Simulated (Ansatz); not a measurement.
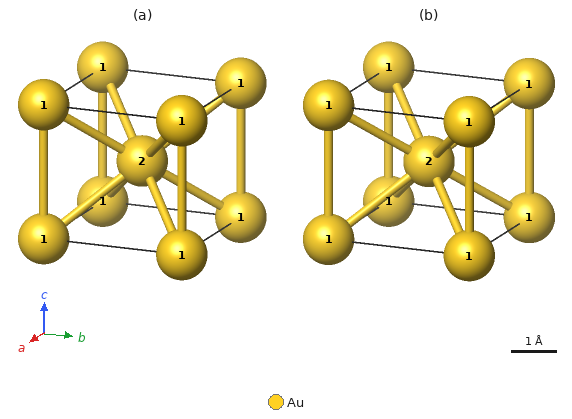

The structure of crystalline Au (set up in I4/mmm) before (left) and after (right) a relaxation, at one scale.

A ball-and-stick model of the cell of the calculation, reduced to other axes, seen slightly off an axis. Lengths and directions refer to the drawn axes.

Case: uniaxial strain along a of -6.0 %; b, c and atoms relaxed.

The calculation used Ansatz 0.2.0, DFT PBE, scalar-relativistic, plane waves, PAW. Settings: plane-wave cutoff 420 eV; k-point mesh 16 × 16 × 16; occupations gaussian; smearing width 0.1 eV; no spin polarisation; cell relaxed at fixed a, angles; force threshold 0.008 eV/Å; at most 40 steps.

Q: What changed between the two?

A: After 3 accepted moves (5 points after the start) the energy has fallen by 10.3 meV per atom. All forces vanish by symmetry, so only the cell relaxes. Pressure: 5.25 GPa at the start and −0.23 GPa at the end. The line search rejected the trial step at point 1 of the run. At 1 point the geometry stayed and the basis and grid were re-selected for the new cell (energy shift of 0.2 meV per atom at most each time). No atom moves by more than 0.005 Å relative to the cell. The volume changes by +3.7 %, with a = b 3.351 → 3.412 Å (+1.8 %), c unchanged at 3.103 Å. Some distances before and after: Au1–Au2 2.832 → 2.869 Å. The space group stays I4/mmm (No. 139). The run took 2.5 min on 1 thread of Arm Neoverse N1, with other jobs on the host, peak memory 0.52 GiB.
